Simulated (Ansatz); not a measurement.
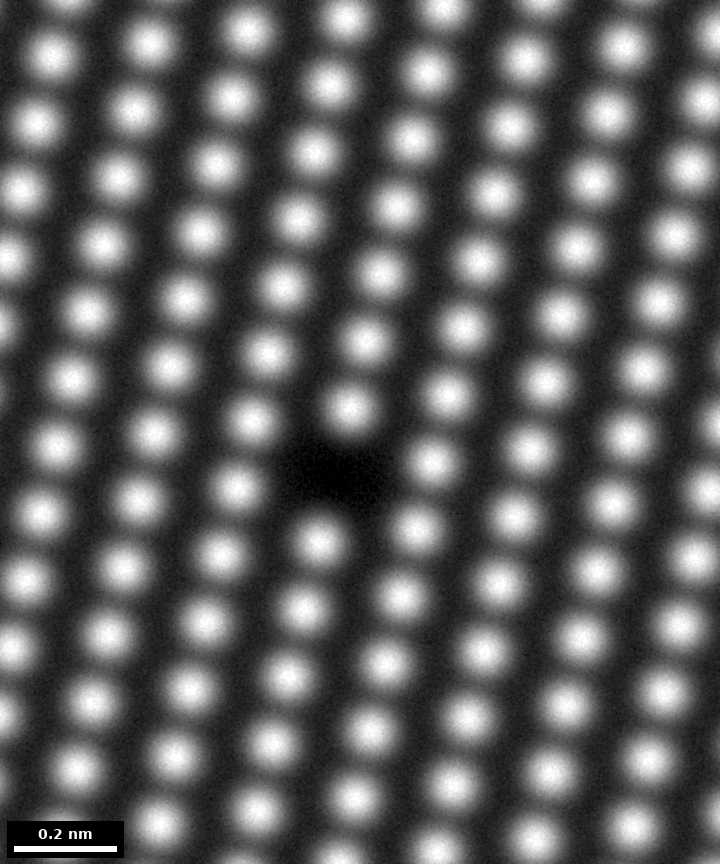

HAADF-like image of W (I4_1/amd, No. 141) along [110]. Simulation: incoherent imaging, intensity Z^1.7 per atom, probe width 0.70 Å, thin sample. The probe carries 25 % of its weight in a tail 2.5 times as wide. The display is stretched by a gamma of 0.65; percentages refer to the linear signal. Shot noise was added.

The sample is 1 repeat (7.2 Å) thick. One point defect was put into the perfect crystal, without relaxing the atoms around it. Brightness is counted from the darkest point of the image. Host structure: coordinates from a relaxation with DFT r2SCAN, scalar-relativistic, plane waves, PAW in Ansatz 0.2.0; the starting structure was generated, so it need not be a known form of this composition.

Where is the defect (in Å from the left and the top edge), and what does its contrast suggest?

At about 7 Å from the left and 9 Å from the top. The column has all but vanished there, which points to a vacancy or a much lighter atom. The column holds 1 atom (W) through the sample, and one W atom is missing, so its peak vanishes.
